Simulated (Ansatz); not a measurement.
**Ge: 5 runs along one coordinate**

System: Ge (4 atoms in the cell).
Method: Kohn-Sham DFT of a periodic cell, r2SCAN, Ansatz PAW, no spin polarisation (Ansatz 0.2.0).

The 5 runs differ only in the geometry, by an even scaling of the cell at fixed fractional positions. The structure derives from a Materials Project entry.

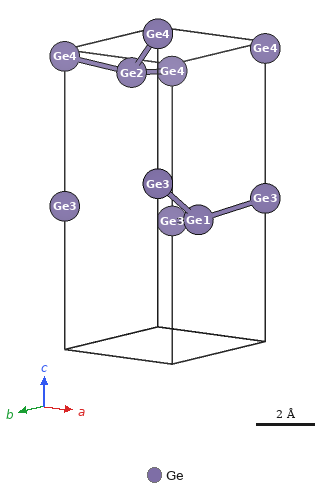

Figure 1. The structure of run 3 (ball-and-stick view of the cell of the calculation, seen at an oblique angle; atoms are numbered from 1 in the order of the input). An atom can appear more than once, as a periodic image.

**Input of run 3**
```yaml
crystal:
  lattice:
    - [4.0504045371, 0.0, 0.0]
    - [-2.0252022685, 3.5077532247, 0.0]
    - [0.0, 0.0, 10.993359]
  atoms:
    - { symbol: Ge, position: [0.6666666667, 0.3333333333, 0.414848] }
    - { symbol: Ge, position: [0.3333333333, 0.6666666667, 0.914848] }
    - { symbol: Ge, position: [0.0, 0.0, 0.477452] }
    - { symbol: Ge, position: [0.0, 0.0, 0.977452] }
hamiltonian:
  xc: r2scan
  pseudopotentials: { kind: paw }
kpoints:
  mp_grid: { grid: [6, 6, 2] }
scf:
  occupations: { method: fermi_dirac, width: 0.05 }
output:
  forces: true
  stress: true
  eigenvalues: true
```

Command:
```bash
ansatz run input.yaml --threads 2 --pin off --max-ram 5632MiB --backend cpu --events-out ev --progress --plain --runs-dir out
```

Run 4 differs from it as follows:
```diff
-    - [4.0504045371, 0.0, 0.0]
-    - [-2.0252022685, 3.5077532247, 0.0]
-    - [0.0, 0.0, 10.993359]
+    - [4.07722919, 0.0, 0.0]
+    - [-2.0386145949, 3.5309840555, 0.0]
+    - [0.0, 0.0, 11.0661648237]
```

**Results, with one run withheld**

```csv
run,volume per atom (Å³),"free energy per atom, from the lowest run given (meV)",pressure (GPa)
1,37.486,0.00,−0.59
2,38.267,4.47,−1.23
3,39.048,11.87,−1.79
4,39.829,?,?
5,41.391,48.36,−3.11
```

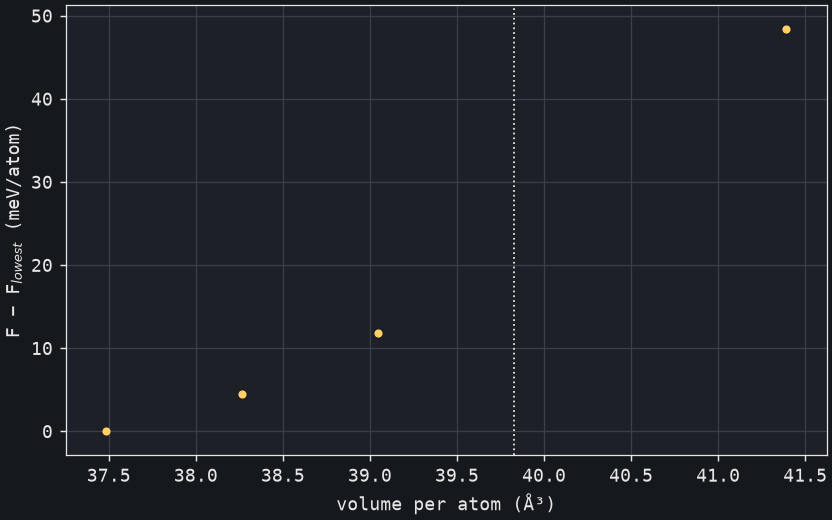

Figure 2. Free energy per atom of the runs given; the dotted line marks run 4.

What should run 4 give?

A quadratic polynomial in V^(−2/3) (the Birch–Murnaghan form), fitted to the 4 runs given, misses them by at most 0.02 meV per atom. With x = V^(−2/3) − 0.08695 Å⁻², it reads F = 11.355 − 7359 x + 1.0651e+06 x² (meV per atom). At run 4 it gives 21.79 meV per atom, and the run itself gives 21.85. The slope of the fit gives a pressure −dF/dV of −2.28 GPa there, and the run prints −2.29 GPa. The fit has no minimum inside this range.

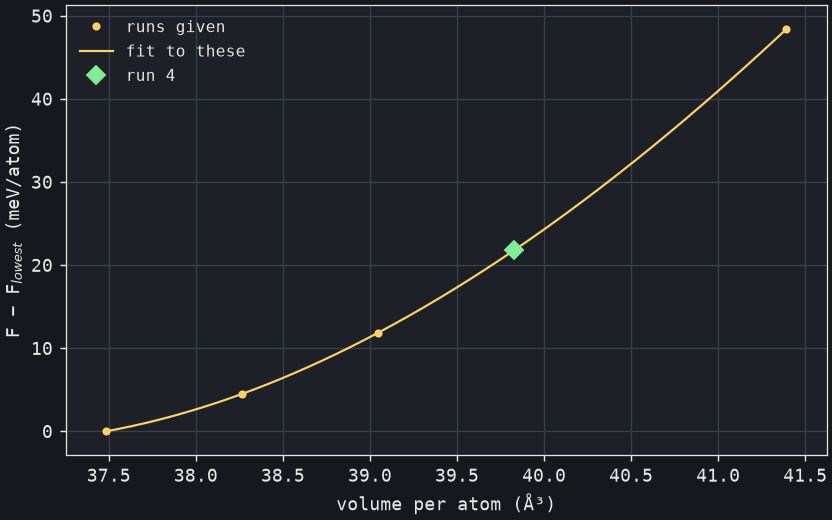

Figure 3. The fit and the withheld run.

**Output, shortened to warnings, some set-up lines, iterations and results (run 4)**
```
Basis set: ecut = 500 eV, 4055 PW (Γ), exchange–correlation on 120×120×324 points (64 copies of the dense FFT grid, shifted against one another)
Symmetry: 12 space group operations
k-points: 14 of 72
Initial density: superposition of atomic densities (neutral atoms: chi_scale 0, normalization atom), corrected by the library's trained network
[...]
SCF iter   1: F=—  HF=-17209.243658 eV  |F-HF|=—  |Δ(HF+E_count)|=         —  Δρ=4.89e-3  dr2=1.34e-2  dr2_τ=5.64e-3  ethr=1.77e-3  ⟨swp⟩=6.3  Hψ=1860  notcnv=0
SCF iter   2: F=—  HF=-17209.276027 eV  |F-HF|=—  |Δ(HF+E_count)|=   3.24e-2  Δρ=3.78e-3  dr2=1.44e-2  dr2_τ=1.89e-4  ethr=2.39e-5  ⟨swp⟩=2.4  Hψ=1063  notcnv=0  defer=10
SCF iter   3: F=—  HF=-17209.253081 eV  |F-HF|=—  |Δ(HF+E_count)|=   2.29e-2  Δρ=3.54e-4  dr2=1.94e-4  dr2_τ=2.15e-6  ethr=2.39e-5  ⟨swp⟩=2.0  Hψ=932  notcnv=0  defer=10
SCF iter   4: F=—  HF=-17209.253222 eV  |F-HF|=—  |Δ(HF+E_count)|=   1.41e-4  Δρ=7.16e-5  dr2=1.12e-5  dr2_τ=1.82e-7  ethr=3.46e-7  ⟨swp⟩=3.0  Hψ=871  notcnv=0  defer=10
SCF iter   5: F=—  HF=-17209.253297 eV  |F-HF|=—  |Δ(HF+E_count)|=   7.53e-5  Δρ=2.00e-5  dr2=8.55e-7  dr2_τ=2.42e-8  ethr=2.01e-8  ⟨swp⟩=3.0  Hψ=867  notcnv=0  defer=10
SCF iter   6: F=-17209.253298 eV  HF=-17209.253298 eV  |F-HF|=3.80e-8  |Δ(HF+E_count)|=   4.63e-7  Δρ=6.18e-6  dr2=7.89e-8  dr2_τ=1.53e-9  ethr=1.79e-10  ⟨swp⟩=8.1  Hψ=2227  …
SCF 1 converged in 6 iterations: F = -17209.253298 eV  dr2 = 7.89e-8
SCF converged after 6 iterations
Free energy (F): -17209.253298 eV
Harris-Foulkes:  -17209.253298 eV  (|F-HF|=3.80e-8)
Internal energy: -17209.241336 eV  (E = F + TS)
E sigma→0 (E₀):  -17209.247317 eV
Entropy (-TS):   -0.011962 eV (-2.991 meV/atom)
Fermi energy:    2.573881 eV
--- Per-component energies (eV) ---
  E_band       = -936.539442
  E_kinetic    = 436.569492
  E_local      = -13012.051838  (includes V_loc(G=0)·N_el)
  E_nonlocal   = 1673.704863
  E_hartree    = 5753.151850
  E_xc         = -271.729349
  E_vxc        = -266.039790  (∫ρ·V_xc dr)
  E_paw        = -8130.250921  (= ΣΔE_a)
  E_vpaw       = -1291.034260  (= ΣTr[D̂ρ^β])
  E_aug_tail   = 0.000058  (compensation charges beyond the density's cutoff)
  E_vtau       = 16.006591  (kinetic-family band-sum trace: ∫τ·v_τ [+ j·A + Jᵃ·Aᵃ] dr)
  E_ewald      = -3654.292427
  E_core_change = -4.343063  (= ΣΔE_core)
  E_smearing   = -0.011962  (= −TS)
  E_closure    = 0.000000  (closes the sum)
  Σ components = -17209.253298   (vs F -17209.253298, Δ=0.00e0)
--- Forces (eV/Å), atoms counted from 1 ---
  atom   1  Ge     0.00000000    -0.00000000     0.29511483
  atom   2  Ge    -0.00000000     0.00000000     0.29511483
  atom   3  Ge    -0.00000000     0.00000000    -0.29515042
  atom   4  Ge     0.00000000    -0.00000000    -0.29515042
  max |Σ_I F_I| component: 7.12e-5 eV/Å
--- Stress (GPa, compression-positive) ---
       -2.970665       0.000000       0.000000
        0.000000      -2.970665       0.000000
        0.000000       0.000000      -0.931798
  P = ⅓ Tr σ = -2.2910 GPa (-22.910 kbar)
```
